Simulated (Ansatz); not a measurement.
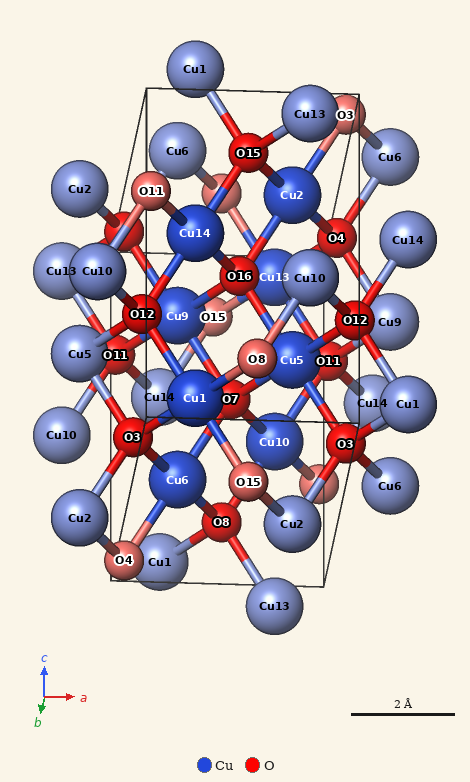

*The structure as given in the input (ball-and-stick view of the cell of the calculation, seen at an oblique angle; neighbours outside the cell are drawn fainter; atoms are numbered from 1 in the order of the input).*

# Run report: CuO, single-point calculation (part 1 of 2)

The run: single-point calculation of CuO (16 atoms in the cell). Method and program: DFT PBE+U, scalar-relativistic, plane waves, PAW, Ueff = 4 eV on Cu d, spin-polarised (Ansatz 0.2.0).

The structure derives from an entry of the Crystallography Open Database. Figures and captions count atoms from 1; the log counts them from 0 in places.

The input:
```yaml
crystal:
  lattice:
    - [0.0, 4.1724978852, 0.0]
    - [3.737851171, 0.0, 5.5224017968]
    - [4.5611427089, 0.0, -4.864871328]
  atoms:
    - { symbol: Cu, position: [0.2510046212, 0.1250214538, 0.1242798641], spin: 0.6 }
    - { symbol: Cu, position: [-0.2510044374, 0.3742799723, -0.1249784658], spin: 0.6 }
    - { symbol: O, position: [-9.5103e-06, 0.3749999024, 0.1249998972] }
    - { symbol: O, position: [8.1197e-06, 0.625, -0.125] }
    - { symbol: Cu, position: [0.7489958219, 0.3757201795, 0.3749786391], spin: -0.6 }
    - { symbol: Cu, position: [0.2510043416, 0.6249787267, 0.1257202886], spin: -0.6 }
    - { symbol: O, position: [0.4999914669, 0.625, 0.375] }
    - { symbol: O, position: [0.5000093328, 0.8750000991, 0.1249998935] }
    - { symbol: Cu, position: [0.2510043416, 0.6250212733, 0.6242797114], spin: -0.6 }
    - { symbol: Cu, position: [-0.2510041781, 0.8742798205, 0.3750213609], spin: -0.6 }
    - { symbol: O, position: [-9.5103e-06, 0.8750000976, 0.6250001028] }
    - { symbol: O, position: [8.5841e-06, 1.125, 0.375] }
    - { symbol: Cu, position: [0.7489955626, 0.8757200277, 0.8749784658], spin: 0.6 }
    - { symbol: Cu, position: [0.2510046212, 1.1249785462, 0.6257201359], spin: 0.6 }
    - { symbol: O, position: [0.4999914896, 1.125, 0.875] }
    - { symbol: O, position: [0.5000093328, 1.3749999009, 0.6250001065] }
basis:
  ecutwfc: 420
  ecutrho_ratio: 4
kpoints:
  mp_grid: { grid: [8, 6, 6] }
hamiltonian:
  xc: pbe
  hubbard: { sites: [{ species: Cu, l: d, u_eff: 4.0 }] }
scf:
  occupations: { method: gaussian, width: 0.05 }
  lower_state_search: "off"
output:
  forces: true
  stress: true
  eigenvalues: true
  populations: true
  hubbard: { sites: [{ species: Cu, l: d }] }
  eigenstates:
    kpoints:
      - [0.5, 0.0, 0.0]
      - [0.5, 0.01189795, 0.014518568]
      - [0.5, -0.01189795, -0.014518568]
      - [0.513281473, 0.0, 0.0]
      - [0.486718527, 0.0, 0.0]
      - [0.5, 0.017578351, -0.015485366]
      - [0.5, -0.017578351, 0.015485366]
      - [0.50939142, 0.008413121, 0.010266178]
      - [0.49060858, -0.008413121, -0.010266178]
      - [0.5, 0.020842892, -0.00068363]
      - [0.5, -0.020842892, 0.00068363]
      - [0.50939142, 0.012429771, -0.010949808]
      - [0.49060858, -0.012429771, 0.010949808]
      - [0.507668062, 0.01701815, -0.000558181]
      - [0.492331938, -0.01701815, 0.000558181]
      - [0.0, 0.0, 0.0]
      - [0.0, 0.01189795, 0.014518568]
      - [0.0, -0.01189795, -0.014518568]
      - [0.013281473, 0.0, 0.0]
      - [-0.013281473, 0.0, 0.0]
      - [0.0, 0.017578351, -0.015485366]
      - [0.0, -0.017578351, 0.015485366]
      - [0.00939142, 0.008413121, 0.010266178]
      - [-0.00939142, -0.008413121, -0.010266178]
      - [0.0, 0.020842892, -0.00068363]
      - [0.0, -0.020842892, 0.00068363]
      - [0.00939142, 0.012429771, -0.010949808]
      - [-0.00939142, -0.012429771, 0.010949808]
      - [0.007668062, 0.01701815, -0.000558181]
      - [-0.007668062, -0.01701815, 0.000558181]
    e_range: [-1.571818, 1.571818]
magnetization:
  spin_polarized: true
checkpoint:
  read: start.run
  write: ck
  compress: false
  write_wavefunctions: false
  write_every: 100000
```

Hardware: 8 threads of Arm Neoverse V2, 24 GiB of memory available, shared host.

Run as:
```bash
ansatz run input.yaml --threads 8 --pin off --max-ram 22528MiB --backend cpu --events-out ev --progress --plain --runs-dir out
```

Output:
```
Warning: 2 symmetry operations that the atoms keep within the bar at which the run's group was sought (crystal.symmetry.tolerance 1.0e-5, or twice it) were not taken beside the 2 unitary ones that the detection took (of a slab, those that keep its plane). If the more symmetric cell is meant, write the vectors of crystal.lattice to more decimals, or, with the positions in fractional coordinates, give it by lengths and angles (which lays the cell in the standard orientation, to which the deck's other Cartesian keys then refer), with the lengths that are meant to be equal typed equal, the angles likewise, and each angle that the symmetry fixes typed at its exact value (of a frozen-density pass: in the run whose state it reads). The detection then takes those 2 too, where the atoms keep them as a group. The lattice (crystal.lattice as typed, or as saved on a frozen-density pass laid at its state's geometry) misses each of them by more than the tolerance, the farthest off changing a squared length by the fraction 5.9e-5. The run does not impose them: its cell is that one, or, where this deck is also told that its lattice was moved onto its group, that cell laid onto the operations that were taken. If the cell is strained on purpose, what lies past the tolerance is rightly left out.
Cu: projections on atomic orbitals take those of the free atom [Ne] 3s2 3p6 3d10 4s1, of charge +0.00 (hamiltonian.pseudopotentials.projection_atoms); the dataset's partial waves leave at most 2.0e-6 of an orbital's norm unspanned inside its sphere
O: projections on atomic orbitals take those of the free atom [He] 2s2 2p4, of charge +0.00 (hamiltonian.pseudopotentials.projection_atoms); the dataset's partial waves leave at most 1.9e-8 of an orbital's norm unspanned inside its sphere
Engine: ansatz 0.2.0, aarch64-unknown-linux-gnu
Pseudopotentials: kind: paw
Pseudopotential: Cu, paw, valence charge 19, recommended cutoff 420 eV (normal), Cu.paw.azcp
Pseudopotential: O, paw, valence charge 6, recommended cutoff 420 eV (normal), O.paw.azcp
Functional definition: PBE
  parameter kappa = 0.804
  parameter beta = 0.06672455060314922
  exchange = pbe_x(kappa = kappa, mu = beta*pi^2/3)
  correlation = pbe_c(beta = beta)
Crystal: 16 atoms, lattice volume = 180.972 Å³
Basis set: ecut = 420 eV, 3533 PW (Γ), exchange–correlation on 60×90×90 points (8 copies of the dense FFT grid, shifted against one another)
Bands: 123, of which v1, the nominal top of the filled ones, is band 100 counted from 1 (99 counted from 0)
Symmetry: 2 space group operations
Space group: P2 (ITA 3), of the structure as read, at distance tolerance 5.7e-5 Å
Magnetic group: BNS 3.4 (UNI 11), of the structure as read, at distance tolerance 5.7e-5 Å
k-points: 100 of 288 (time reversal used)
Non-local potential: Cu, projectors of the file, l = 0: 3, l = 1: 2, l = 2: 3, l = 3: 1
Non-local potential: O, projectors of the file, l = 0: 2, l = 1: 2, l = 2: 1
PAW form: soft (Blöchl's): semilocal exchange-correlation on the pseudo side does not see the compensation charge
PAW one-centre angular grid: Cu, 590 points (default); XC on 64 Gauss nodes
PAW one-centre angular grid: O, 110 points (default); XC on 64 Gauss nodes
Initial density: read from a saved state, or passed on in memory by an earlier SCF of this step, an earlier step, the calling program or the single point that the run made first
Stability of the state it starts from, as read at its close in the collinear treatment: not read negative (Ritz values of 1 − χ₀K, real part plus size of imaginary part, from 1.0 to 1.0, by its mixing steps under the symmetry group of the SCF that read it); its run was given moments
Starting moments: Σ|m| = 4.8 μB on 8 of 16 sites; this step starts from the density that it was given
Initial wavefunctions: pseudopotential atomic-orbital guess
Functional: x = pbe(κ = 0.804, μ = 0.2195149727645171), c = pbe(β = 0.06672455060314922)
the translation (0, 0.5, 0.5) carries every atom to within crystal.symmetry.tolerance of an atom of its element with the starting moment reversed, but both spin channels are solved: the run starts from a saved state that isn't shown to keep it, or this solve from the single point that its walk made first
iter 1 solved again at ethr=1.68e-7 eV; its pass at ethr=3.10e-3 eV (dr2=3.37e-4 eV) is discarded
SCF iter   1: F=—  HF=-57524.038273 eV  |F-HF|=—  |Δ(HF+E_count)|=         —  Δρ=4.29e-7 (↑4.28e-7 ↓4.29e-7)  dr2=1.07e-9  dr2_m=1.25e-11  M=-0.000 μB ∫|m|=6.171 μB  β_m=0.30  ethr=1.68e-7  ⟨swp⟩=3.0  Hψ=146416  notcnv=0
eigensolver tolerance schedule: the retry pair's looser diagonalisation over-reported the residual by 315576.56 of it (diagonalisation noise at an unbounded share of the residual, at the tolerance the schedule requests for it); recorded, not acted on — ethr = c·dr2/N_el stays at c = 1.0e-1
preconditioner: auto → Resta (q_TF=auto, 2.774 Å⁻¹)  ε∞=7.4  [insulator: Δε(μ)=0.072 eV  Ē_g=12.705 eV  σ=0.050 eV  W_gap=0.69  n_scr=56 (ndim 8)  ℏωp=32.2 eV  f_vac=0.062  D(μ)=0.11/eV (n_scr^D=0)  ε∞_Penn≈7.4]
spin=Collinear: Resta preconditioning applied to the charge; magnetization (m = ρ↑ − ρ↓) channel mixes plain (no charge-response kernel on spin).
SCF iter   2: F=—  HF=-57524.038271 eV  |F-HF|=—  |Δ(HF+E_count)|=   1.62e-6  Δρ=2.85e-7 (↑2.85e-7 ↓2.85e-7)  dr2=2.84e-10  dr2_m=3.18e-12  M=-0.000 μB ∫|m|=6.171 μB  β_m=0.25  ethr=1.00e-12  ⟨swp⟩=6.6  Hψ=94272  notcnv=0
SCF iter   3: F=-57524.038271 eV  HF=-57524.038271 eV  |F-HF|=6.55e-11  |Δ(HF+E_count)|=  8.00e-11  Δρ=1.48e-7 (↑1.48e-7 ↓1.48e-7)  dr2=7.96e-11  dr2_m=5.14e-13  M=-0.000 μB ∫|m|=6.171 μB  ethr=1.00e-12  ⟨swp⟩=1.0  Hψ=50010  notcnv=0
SCF 1 converged in 3 iterations: F = -57524.038271 eV  dr2 = 7.96e-11
  greatest PAW one-centre occupation: 1.000 electrons in one spin orbital (limit 2), on the Cu atom at site 8 (counted from 0), in its partial waves of l = 0
NSCF: frozen V_eff on 30 k-points
SCF converged after 3 iterations
Magnetization: -0.0000 μB (100.0000 up, 100.0000 down)
Absolute magnetization: 6.1185 μB (∫|ρ↑−ρ↓|, with the PAW one-centre terms)
Spin contamination: 3.2442 ħ² per cell (⟨S²⟩ above its minimum at these occupations)
Per-site moments (μB) at R_I (Å): [(0.5439952094266595, 0.8086104936270795), (0.543991514971586, 0.8086097731696594), (-5.401817493572288e-7, 0.8117170315727278), (-2.2771424636236942e-6, 0.813823646999245), (-0.5439911944628193, 0.8086097655393791), (-0.5439949010953252, 0.8086104646702295), (-0.2840699157245697, 0.808609765539379), (-2.2231391465292404e-7, 0.810724924698792), (-0.5439949010953253, 0.8086104646702296), (-0.5439911944628181, 0.808609765539379), (-5.401817492898449e-7, 0.811717031572728), (2.0893619335937368e-6, 0.8138240990486372), (0.5439915149715863, 0.8086097731696594), (0.5439952094266591, 0.8086104936270795), (0.2840698727183316, 0.8086097731696594), (-2.2231391449236852e-7, 0.8107249246987923)]
Free energy (F): -57524.038271 eV
Harris-Foulkes:  -57524.038271 eV  (|F-HF|=6.55e-11)
Internal energy: -57524.038138 eV  (E = F + TS)
E sigma→0 (E₀):  -57524.038204 eV
Entropy (-TS):   -0.000133 eV (-0.008 meV/atom)
Fermi energy:    10.147625 eV
--- Per-component energies (eV) ---
  E_band       = -3907.755197
  E_kinetic    = 3762.792396
  E_local      = -40898.883364  (includes V_loc(G=0)·N_el)
  E_nonlocal   = 3503.577568
  E_hartree    = 17693.396096
  E_xc         = -1291.563470
  E_vxc        = -1657.453091  (∫ρ·V_xc dr)
  E_hubbard    = 5.460698  (on-site DFT+U / exact-exchange correction)
  E_vhub       = -139.321917  (the Hubbard potential's part of the band-sum identity)
  E_paw        = -14550.419584  (= ΣΔE_a)
  E_vpaw       = -3865.279484  (= ΣTr[D̂ρ^β])
  E_aug_tail   = 0.022319  (compensation charges beyond the density's cutoff)
  E_ewald      = -25748.420796
  E_smearing   = -0.000133  (= −TS)
  E_closure    = -0.000000  (closes the sum)
  Σ components = -57524.038271   (vs F -57524.038271, Δ=0.00e0)
--- Forces (eV/Å), atoms counted from 1 ---
  atom   1  Cu     0.00142619    -0.00116950    -0.00108735
  atom   2  Cu     0.00122925     0.00116046     0.00129729
  atom   3  O      0.00001361     0.00003025     0.00000066
  atom   4  O     -0.00000000    -0.00000336    -0.00000000
  atom   5  Cu    -0.00124142     0.00116083    -0.00130540
  atom   6  Cu    -0.00143966    -0.00116959     0.00109354
  atom   7  O     -0.00000000     0.00001811    -0.00000000
  atom   8  O      0.00000152    -0.00002010    -0.00001520
  atom   9  Cu     0.00143966    -0.00116959    -0.00109354
  atom  10  Cu     0.00124142     0.00116083     0.00130540
  atom  11  O     -0.00001361     0.00003025    -0.00000066
  atom  12  O     -0.00000000    -0.00001706    -0.00000000
  atom  13  Cu    -0.00122925     0.00116046    -0.00129729
  atom  14  Cu    -0.00142619    -0.00116950     0.00108735
  atom  15  O     -0.00000000     0.00001761    -0.00000000
  atom  16  O     -0.00000152    -0.00002010     0.00001520
  max |Σ_I F_I| component: 4.52e-9 eV/Å
--- Stress (GPa, compression-positive) ---
       -0.021958       0.000000      -0.002155
        0.000000       0.021031       0.000000
       -0.002155       0.000000       0.007654
  P = ⅓ Tr σ = 0.0022 GPa (0.022 kbar)
--- Band table (eV; the first three rows and the last of 200) ---
  k-point 0 ↑: bands = ["-102.6161", "-102.6159", "-102.6155", "-102.6155", "-101.8844", "-101.8841", "-101.8837", "-101.8837", "-60.2647", "-60.2632", "-60.2592", "-60.2587", "-60.2461", "-60.2441", "-60.2441", "-60.2437", "-59.4185", "-59.4179", "-59.4141", "-59.4141", "-59.3340", "-59.3328", "-59.3279", "-59.3278", "-59.3191", "-59.3168", "-59.3168", "-59.3165", "-59.1508", "-59.1502", "-59.1464", "-59.1463", "-9.0531", "-8.2460", "-8.0986", "-8.0557", "-8.0414", "-7.8467", "-7.6965", "-7.4923", "2.1038", "3.2996", "3.3209", "3.3216", "3.3510", "3.3788", "3.7122", "4.5698", "4.6122", "4.6165", "4.6361", "4.7355", "4.8294", "4.8909", "4.9566", "5.0039", "5.0091", "5.0111", "5.0460", "5.1472", "5.2980", "5.3753", "5.5576", "5.7390", "5.7611", "5.8750", "5.8875", "5.9376", "5.9483", "6.0012", "6.0302", "6.0307", "6.1322", "6.2273", "6.2412", "6.2413", "6.2538", "6.3527", "6.3692", "6.4935", "6.5591", "6.6737", "7.0578", "7.0979", "7.2364", "7.2475", "7.2662", "7.3120", "7.3435", "7.6379", "7.7280", "7.7507", "7.7655", "7.8863", "8.1050", "8.1145", "8.2079", "9.2242", "9.2449", "9.2870", "10.1825", "11.2355", "11.2497", "11.6103", "11.6976", "12.7011", "15.2746", "15.2764", "15.2822", "15.2966", "16.5669", "17.5569", "17.6222", "20.1253", "20.1626", "21.2691", "21.7928", "21.7985", "21.8070", "21.8129", "22.2565", "22.2915", "22.5476"]
```
